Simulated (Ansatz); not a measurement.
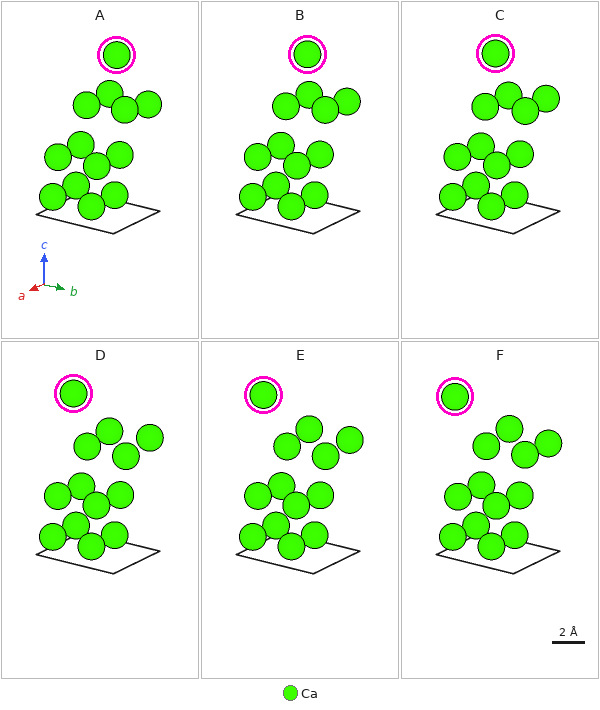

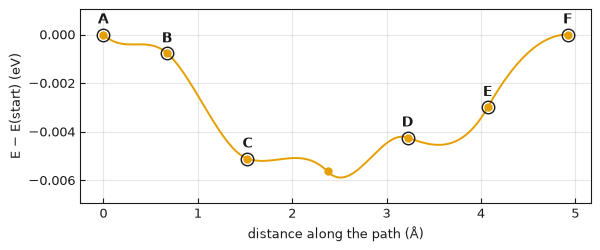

NEB run on Ca on Ca(111) (13 atoms in the cell). Images are numbered from 0 (start) to 6 (end). Frames A to F are images 0, 1, 2, 4, 5, 6. Style: spheres-only. Shown: the simulation cell, with the vacuum cut short (origin moved), slightly off an axis. The moving atom is ringed, with any periodic copies.

Method: DFT PBE, scalar-relativistic, plane waves, PAW (Ansatz). Set-up: plane-wave cutoff 420 eV; k-point mesh 3 × 3 × 1; Gaussian smearing 0.05 eV; 4 atoms held fixed; 5 movable images; climbing image; force threshold 0.05 eV/Å; iteration limit 34; starting path by image-dependent pair potential.

What happens along the path, and what is the barrier?

Answer. The adsorbate starts on a hollow site and hops by a lattice vector of the surface; other mechanisms, such as exchange with a surface atom, weren't searched. A Ca atom travels furthest, 3.95 Å from end to end, on a path that bends up to 1.20 Å away from the straight line. There is no barrier: the inner images dip to −0.006 eV relative to the start, below both ends (the end lies at 0.000 eV), so the ends aren't minima along this motion. The band converged in 11 iterations. The largest component of the band force went from 0.32 to 0.039 eV/Å.

Limits of the set-up: the periodic images lie only 7.9 Å apart, so the values are limited by the cell's size.

The run took 15 min on 4 threads of Intel(R) Xeon(R) Platinum 8488C (Sapphire Rapids) (shared host), peak memory 3.3 GiB.
